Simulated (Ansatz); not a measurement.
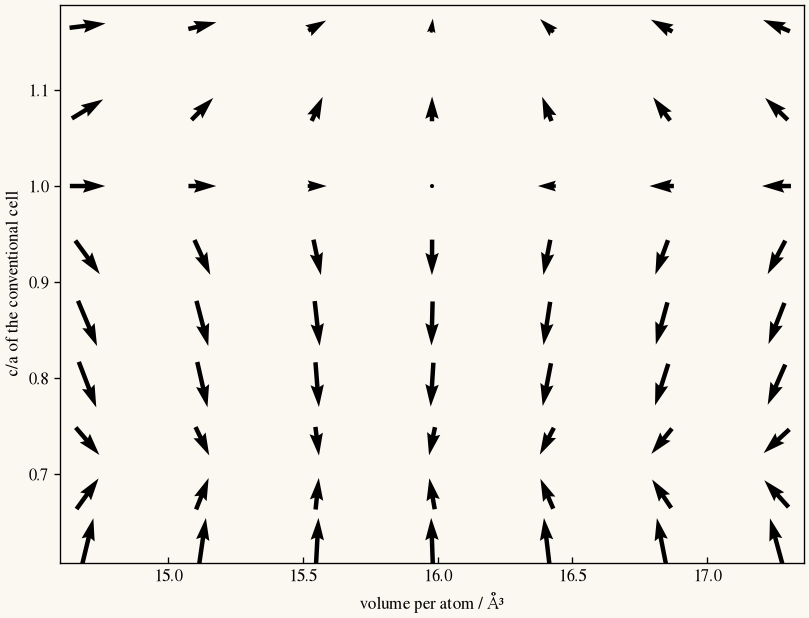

W (Fm-3m, No. 225; 1 atom in the cell). The energy is mapped over volume and the cell's shape. The first coordinate is: volume per atom; the second: c/a of the conventional cell. Nothing is relaxed (symmetry fixes all fractional coordinates). Grid: 7 × 9 points. Points are written as (first, second). All numbers below come from DFT PBEsol, scalar-relativistic, plane waves, PAW (Ansatz 0.2.0). Settings: cutoff 420 eV, k-mesh 22×22×22, gaussian smearing 0.15 eV, no spin polarisation.

In the figure: arrows along the force (downhill), their lengths compressed.

Q: The arrows alone are given. Where is the energy lowest?

A: The arrows converge at about (15.69 Å³, 0.707) (read from the interpolated surface).

The energy map of the same scan:

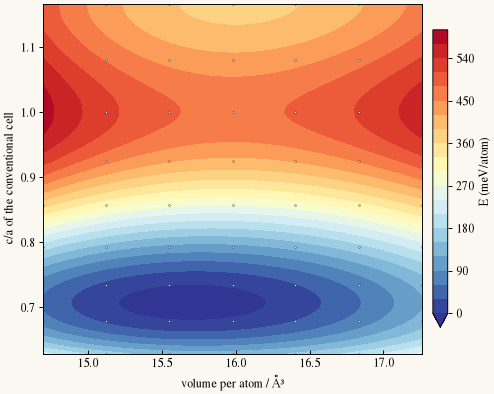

Energies are in meV/atom, from the lowest grid point; between grid points the surface is interpolated.

PAW datasets: the set soft_1.
